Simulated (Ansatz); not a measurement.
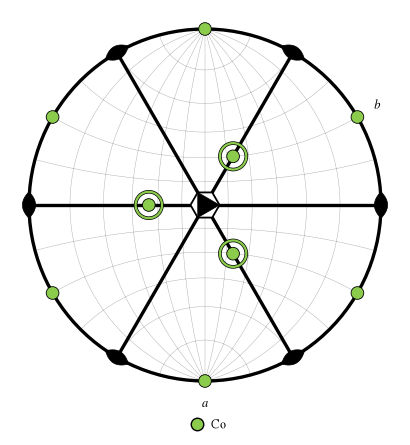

Directions from one cobalt atom at (1/3, 2/3, 1/4) to its bonded neighbours, in stereographic projection down c (filled: above the plane of the page or in it, open: below). Crystal: Co, the geometry relaxed with DFT PBE, scalar-relativistic, plane waves, PAW in Ansatz 0.2.0. Geometry calculated from the standardised cell; symmetry tolerance 0.002 Å.

Neighbours are counted up to 2.78 Å for Co. The symmetry elements of the site are drawn in: heavy lines are mirror planes (a heavy rim: a mirror in the plane of the page); lens, triangle, square and hexagon are 2-, 3-, 4- and 6-fold axes, a lens in an open square is −4, a triangle in an open hexagon −6; thin dashed diameters join the ends of axes that lie in the page; a small open circle marks inversion.

```cif
data_structure
_symmetry_space_group_name_H-M 'P 1'
_symmetry_Int_Tables_number 1
_cell_length_a 2.4916
_cell_length_b 2.4916
_cell_length_c 8.0933
_cell_angle_alpha 90.000
_cell_angle_beta 90.000
_cell_angle_gamma 120.000
_cell_volume 43.51
loop_
_atom_site_label
_atom_site_type_symbol
_atom_site_fract_x
_atom_site_fract_y
_atom_site_fract_z
_atom_site_occupancy
Co1 Co 0.00000 0.00000 0.00000 1
Co2 Co 0.33333 0.66667 0.25000 1
Co3 Co 0.00000 0.00000 0.50000 1
Co4 Co 0.66667 0.33333 0.75000 1
```

Q: How many neighbours are there, and at what angles?

A: 12: 6 Co at 2.48 Å, 6 Co at 2.49 Å. Angles between bonds: 60° (24×), 90° (12×), 109° (3×), 120° (18×), 146° (6×), 180° (3×).

Q: What is the site's symmetry in the crystal?

A: Point group -6m2 (D3h), order 12: one −6 axis, three twofold axes, four mirror planes. In P6₃/mmc, No. 194 this is Wyckoff position 2c.
